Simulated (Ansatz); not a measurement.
# Ir: geometry relaxation (part 2 of 2)

The same run, continued: Ir (P6₃/mmc, 2 atoms in the cell); DFT PBEsol, scalar-relativistic, plane waves, PAW, no spin polarisation (Ansatz 0.2.0); cutoff 420 eV, 18×18×10 k-mesh, Gaussian smearing of 0.1 eV. The structure derives from a Materials Project entry.

Geometry of the input (Å; fractional positions):
```
2.7147  0.0000  0.0000
-1.3573  2.3510  0.0000
0.0000  0.0000  4.4174
Ir 0.6667  0.3333  0.7500
Ir 0.3333  0.6667  0.2500
```

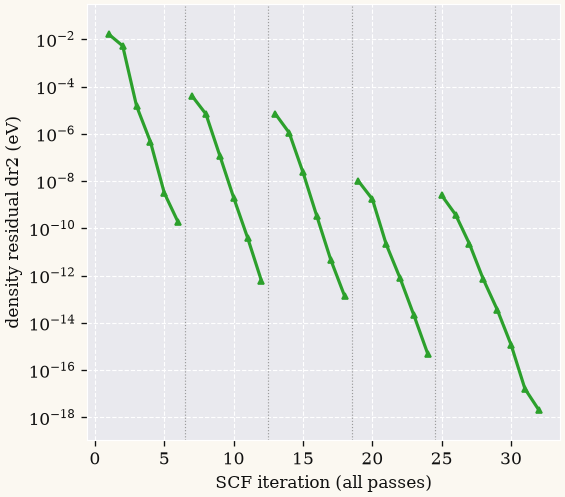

Fig. 1: Convergence of the self-consistent field: density residual dr2 against the SCF iteration. The dotted lines part the SCF passes of the relaxation: geometry steps, rejected trials and re-solves on a re-selected basis. The 5 passes take 6 to 8 iterations each, 32 in all.

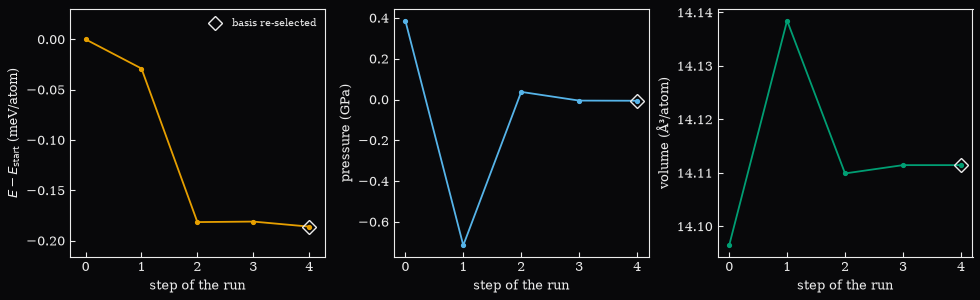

Fig. 2: Progress of the relaxation, step by step (the first geometry is step 0 here and step 1 in the log). The atoms keep their places relative to the cell (all moves are under 0.005 Å). After 3 geometry steps the energy has fallen by 0.2 meV per atom. All forces vanish by symmetry, so only the cell relaxes. The pressure goes from 0.39 to −0.01 GPa. A last SCF at the same geometry on a re-selected plane-wave basis shifts the energy by next to nothing (0.0 meV per atom).

```
basis re-selected at this cell: Δ(F+E_penalty+E_count) = -1.056e-5 eV, ΔP = -0.001 GPa vs the last step (what re-selecting the basis moved, of the pressure what is left beyond the Pulay correction that the steps carried, after the strain that the cell walked since its last selection, with what the two solves' SCF thresholds leave and, on support functions, any second-order correction that the steps lacked; it is no measure of the basis error at this ecutwfc). This SCF's stress stands 7.95e-3 GPa from its target on what of the cell is left free (relax.cell.stress_tol is 5.00e-2 GPa) and its largest allowed force component is 1.48e-16 eV/Å (relax.f_tol is 5.00e-3 eV/Å): within both
SCF converged after 8 iterations
Free energy (F): -23597.920511 eV
Harris-Foulkes:  -23597.920511 eV  (|F-HF|=3.64e-12)
Internal energy: -23597.910569 eV  (E = F + TS)
E sigma→0 (E₀):  -23597.915540 eV
Entropy (-TS):   -0.009942 eV (-4.971 meV/atom)
Fermi energy:    25.868759 eV
--- Per-component energies (eV) ---
  E_band       = -167.959483
  E_kinetic    = 1246.931247
  E_local      = -2127.501197  (includes V_loc(G=0)·N_el)
  E_nonlocal   = 151.646683
  E_hartree    = 814.824817
  E_xc         = -533.207844
  E_vxc        = -599.666952  (∫ρ·V_xc dr)
  E_paw        = -18177.466832  (= ΣΔE_a)
  E_vpaw       = -469.019000  (= ΣTr[D̂ρ^β])
  E_aug_tail   = 0.000103  (compensation charges beyond the density's cutoff)
  E_ewald      = -4973.668116
  E_core_change = 0.530570  (= ΣΔE_core)
  E_smearing   = -0.009942  (= −TS)
  E_closure    = 0.000000  (closes the sum)
  Σ components = -23597.920511   (vs F -23597.920511, Δ=0.00e0)
--- Forces (eV/Å), atoms counted from 1 ---
  atom   1  Ir    -0.00000000     0.00000000     0.00000000
  atom   2  Ir     0.00000000    -0.00000000     0.00000000
  max |Σ_I F_I| component: 2.78e-17 eV/Å
--- Stress (GPa, compression-positive) ---
       -0.005178       0.000000       0.000000
       -0.000000      -0.005178       0.000000
        0.000000       0.000000      -0.007947
  P = ⅓ Tr σ = -0.0061 GPa (-0.061 kbar)
--- Band table (eV; the first three rows and the last of 222) ---
  k-point 0: bands = ["-67.1488", "-67.0796", "-24.4190", "-23.7107", "-23.7107", "-23.6044", "-23.5932", "-23.5932", "14.5266", "17.5900", "21.8687", "21.9664", "21.9664", "22.6353", "22.6353", "23.4472", "23.4472", "24.9695", "26.1395", "26.1395", "32.9434"]
  k-point 1: bands = ["-67.1471", "-67.0813", "-24.3999", "-23.7078", "-23.7078", "-23.6252", "-23.5961", "-23.5961", "14.6410", "17.5980", "21.8142", "21.9123", "21.9123", "22.5746", "22.5746", "23.5916", "23.5916", "24.5421", "26.1385", "26.1385", "33.5338"]
  k-point 2: bands = ["-67.1422", "-67.0862", "-24.3442", "-23.6995", "-23.6995", "-23.6853", "-23.6045", "-23.6045", "14.9746", "17.6012", "21.6673", "21.8115", "21.8115", "22.4148", "22.4148", "23.5710", "23.9544", "23.9544", "26.1090", "26.1090", "35.0034"]
  k-point 221: bands = ["-67.0659", "-67.0659", "-24.2421", "-24.2421", "-24.0685", "-24.0685", "-23.7515", "-23.7515", "19.4639", "19.4639", "20.3205", "20.3205", "21.6440", "21.6440", "23.4165", "23.4165", "26.1662", "26.1662", "33.0109", "33.0109", "33.6691"]
--- Relaxed structure (4 steps of the walk, 4 accepted, 1 SCFs on fresh bases) ---
  F+E_penalty+E_count = -23597.92051123 eV   max|allowed force component| = 1.480e-16 eV/Å   (the final SCF, on the basis selected at the relaxed cell)
  cell:  # Å, volume = 28.2229 Å³
    - [2.719055492222007, 0.0, 0.0]
    - [-1.3595277461110036, 2.3547711305638592, 0.0]
    - [0.0, 0.0, 4.407933048746818]
  atoms:
    - { symbol: Ir, position: [0.6666666666666666, 0.3333333333333333, 0.7500000000000001] }
    - { symbol: Ir, position: [0.3333333333333333, 0.6666666666666666, 0.25] }
```

**Trajectory as extended XYZ (Å, eV, eV/Å), 5 frames, from step=1 to step=5**
```
2
Lattice="2.7147 0.0000 0.0000 -1.3573 2.3510 0.0000 0.0000 0.0000 4.4174" Properties=species:S:1:pos:R:3:forces:R:3 step=1 energy=-23597.92014 pressure_GPa=0.39
Ir    1.3573    0.7837    3.3131    0.0000   0.0000   0.0000
Ir    0.0000    1.5673    1.1044    0.0000   0.0000   0.0000
2
Lattice="2.7232 0.0000 0.0000 -1.3616 2.3583 0.0000 0.0000 0.0000 4.4031" Properties=species:S:1:pos:R:3:forces:R:3 step=2 energy=-23597.92020 pressure_GPa=-0.71
Ir    1.3616    0.7861    3.3023    0.0000   0.0000   0.0000
Ir    0.0000    1.5722    1.1008    0.0000   0.0000   0.0000
2
Lattice="2.7190 0.0000 0.0000 -1.3595 2.3547 0.0000 0.0000 0.0000 4.4075" Properties=species:S:1:pos:R:3:forces:R:3 step=3 energy=-23597.92050 pressure_GPa=0.04
Ir    1.3595    0.7849    3.3056    0.0000   0.0000   0.0000
Ir    0.0000    1.5698    1.1019    0.0000   0.0000   0.0000
2
Lattice="2.7191 0.0000 0.0000 -1.3595 2.3548 0.0000 0.0000 0.0000 4.4079" Properties=species:S:1:pos:R:3:forces:R:3 step=4 energy=-23597.92050 pressure_GPa=-0.01
Ir    1.3595    0.7849    3.3060    0.0000   0.0000   0.0000
Ir    0.0000    1.5698    1.1020    0.0000   0.0000   0.0000
2
Lattice="2.7191 0.0000 0.0000 -1.3595 2.3548 0.0000 0.0000 0.0000 4.4079" Properties=species:S:1:pos:R:3:forces:R:3 step=5 energy=-23597.92051 pressure_GPa=-0.01
Ir    1.3595    0.7849    3.3060    0.0000   0.0000   0.0000
Ir    0.0000    1.5698    1.1020    0.0000   0.0000   0.0000
```

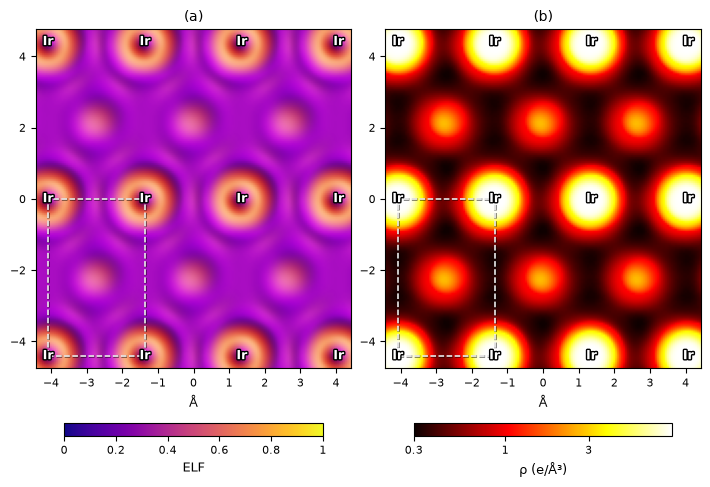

Fig. 3: (a) ELF; (b) valence pseudo-density on the (100) plane of the conventional cell. The section cuts through Ir sites. Ir–Ir (2.72 Å): the density is about 0.45 e/Å³ at the midpoint; the ELF is about 0.35 at the midpoint, as expected for metallic bonding. Away from the nuclei the density in this plane falls to 0.3 e/Å³ at its lowest. The strong features right at Ir lie inside the PAW spheres (semicore, d or f shells) and say nothing about bonding. Core electrons are frozen (PAW), so the fields are smoothed inside the atomic spheres.

**Results in brief**

```tsv
quantity	value
outcome	converged
space group (tolerance 0.01 Å)	P6₃/mmc (194)
electrons treated	34
free energy	−23597.9205 eV
Fermi energy	25.869 eV
gap on the k-point mesh	none (metallic)
pressure	−0.01 GPa
final volume	28.22 Å³
largest force (length of the vector) at the end	under 0.001 eV/Å
final cell	a = 2.719 Å, b = 2.719 Å, c = 4.408 Å, α = 90.00°, β = 90.00°, γ = 120.00°
hardware	2 threads of Arm Neoverse V2, 128 GiB of memory available, shared host
wall time	17 s (CPU time 32 s)
peak memory	0.4 GiB
```

**Notes**

Spin–orbit coupling is left out, which matters for Ir.
